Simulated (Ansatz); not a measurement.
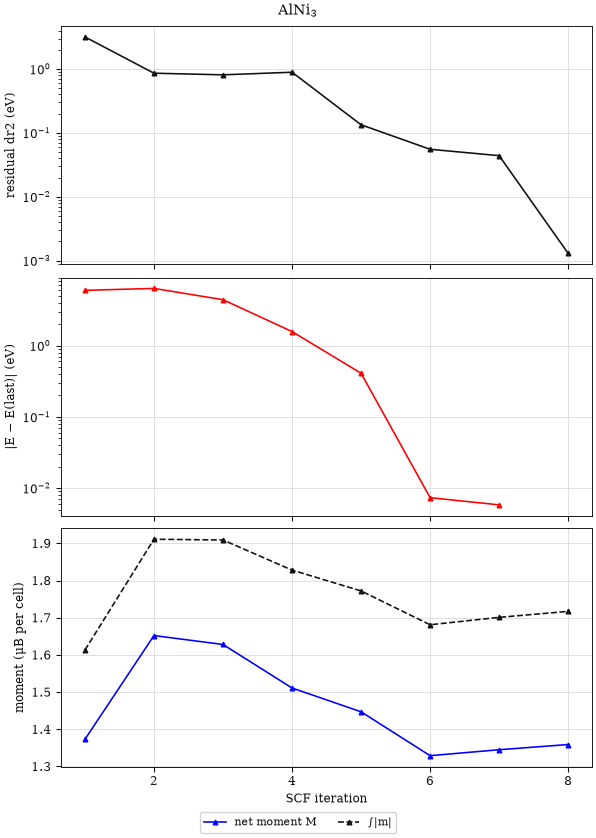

The plot shows the SCF iterations of a calculation: density residual dr2, distance of the Harris–Foulkes energy from its last value, magnetic moments. dr2 is the charge part; the magnetisation has a residual of its own.

Program: Ansatz.

```
crystal:
  lattice:
    - [3.5666788918, 0.0, 0.0]
    - [0.0, 3.5666788918, 0.0]
    - [0.0, 0.0, 7.1333577835]
  atoms:
    - { symbol: Al, position: [0.0045548553, 0.0127816711, 0.0034874595] }
    - { symbol: Al, position: [-0.0113576796, -0.0038227647, 0.4997870834] }
    - { symbol: Ni, position: [0.0056538119, 0.5051957302, 0.2414396923], spin: 0.3 }
    - { symbol: Ni, position: [0.0031148976, 0.499731289, 0.7483700334], spin: 0.3 }
    - { symbol: Ni, position: [0.4952411064, 0.0180734178, 0.2500282029], spin: 0.3 }
    - { symbol: Ni, position: [0.4947250334, -0.009446027, 0.7516381826], spin: 0.3 }
    - { symbol: Ni, position: [0.5078905595, 0.5050223646, -0.0020392633], spin: 0.3 }
    - { symbol: Ni, position: [0.5001774155, 0.4724643192, 0.5072886092], spin: 0.3 }
basis:
  ecutwfc: 420
kpoints:
  mp_grid: { grid: [10, 10, 6] }
hamiltonian:
  xc: pbe
scf:
  occupations: { method: gaussian, width: 0.15 }
output:
  forces: true
  stress: true
  eigenvalues: true
  populations: true
magnetization:
  spin_polarized: true
```

Run as:
```bash
ansatz run input.yaml --threads 2 --pin off --max-ram 5120MiB --backend cpu --events-out ev --progress --plain --runs-dir out
```

**How did this run end?**

It did not finish: the time limit cut it off after 8 iterations. The residual goes from 3 at the first step to 1.3 × 10⁻³ at the last.

**Read the residual at the first and at the last step drawn.**

It starts near 3 and ends near 1.3 × 10⁻³ eV.

**How do the moments develop?**

The net moment stays near 1.4 μB per cell, though in an unconverged run this needn't be final.
